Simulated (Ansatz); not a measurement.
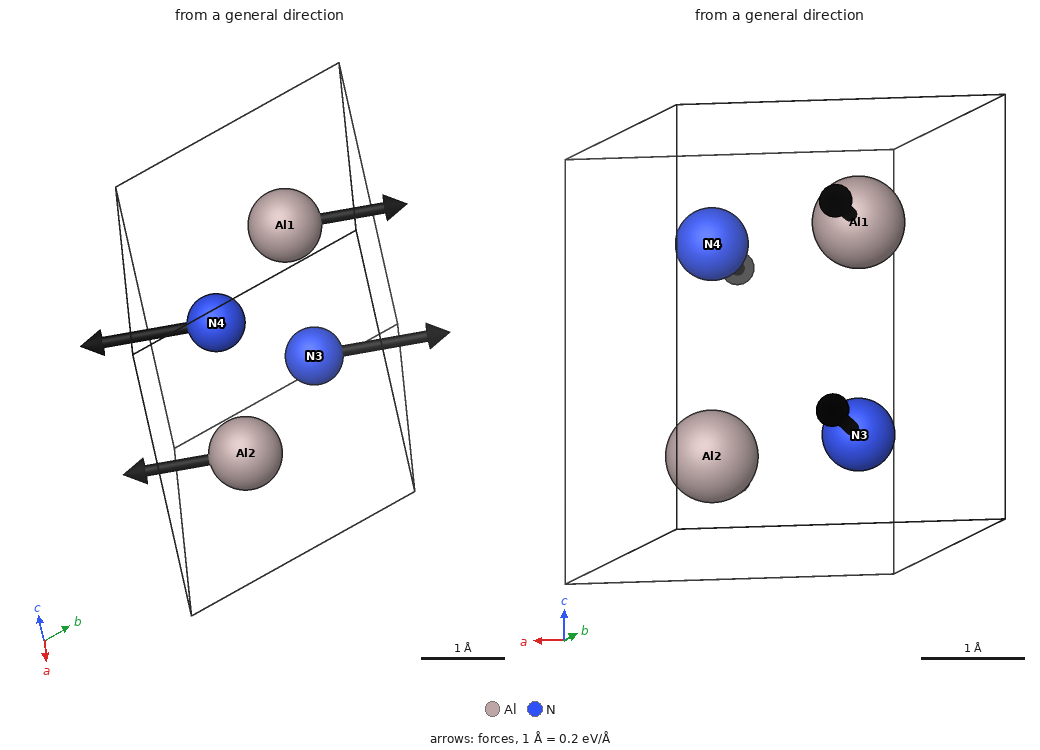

We look at a spheres-only model of the crystal from two general directions. The simulation cell is outlined; an atom on or near a face, edge or corner is repeated at each equivalent position. The arrows are the computed forces on the atoms.

System: AlN. Level of theory and settings: DFT LDA, scalar-relativistic, plane waves, PAW in Ansatz, a kinetic-energy cutoff of 420 eV, k-mesh 9×9×6, Gaussian smearing of 0.05 eV, no spin polarisation.

Are the atoms in equilibrium?

No. The atoms still feel forces of up to about 0.27 eV/Å, far above a usual threshold of 0.01 to 0.03 eV/Å.

Which atom is furthest from force balance?

N3 and N4, about 0.27 eV/Å.

How big are the forces on each element on average?

Mean magnitudes: about Al 0.22 eV/Å, N 0.27 eV/Å.

Its origin is a structure listed in the Materials Project. The cell was then strained or its atoms displaced on purpose. An electronic-structure calculation with Ansatz was run on it.
